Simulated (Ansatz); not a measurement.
Pt, as given below.

```cif
data_structure
_symmetry_space_group_name_H-M 'P6_3/mmc'
_symmetry_Int_Tables_number 194
_cell_length_a 2.7550
_cell_length_b 2.7550
_cell_length_c 9.1869
_cell_angle_alpha 90.000
_cell_angle_beta 90.000
_cell_angle_gamma 120.000
_cell_volume 60.39
loop_
_atom_site_label
_atom_site_type_symbol
_atom_site_symmetry_multiplicity
_atom_site_Wyckoff_symbol
_atom_site_fract_x
_atom_site_fract_y
_atom_site_fract_z
_atom_site_occupancy
Pt1 Pt 2 a 0.00000 0.00000 0.00000 1
Pt2 Pt 2 c 0.33333 0.66667 0.25000 1
```

It is based on coordinates from a relaxation with Ansatz 0.2.0, DFT, PBEsol, plane waves (420 eV) with PAW, scalar-relativistic; the starting structure was generated, so it need not be a known form of this composition.

Q: Predict the first 4 clear peaks of the X-ray G(r) with σ = 0.08 Å, and name the atom pairs.

A: 1. 2.77 Å: Pt–Pt at 2.75–2.79 Å
2. 3.92 Å: Pt–Pt at 3.92 Å
3. 4.79 Å: Pt–Pt at 4.77–4.86 Å
4. 5.50 Å: Pt–Pt at 5.36–5.59 Å

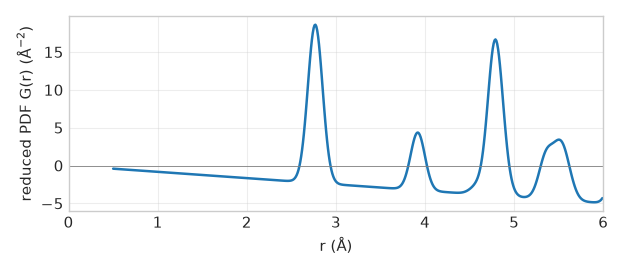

Computed X-ray G(r), with each pair weighted by the product of the atomic numbers (X-ray weights at Q = 0) and a uniform peak width σ = 0.08 Å, damped by exp(−(Q_damp r)²/2) with Q_damp = 0.020 Å⁻¹.
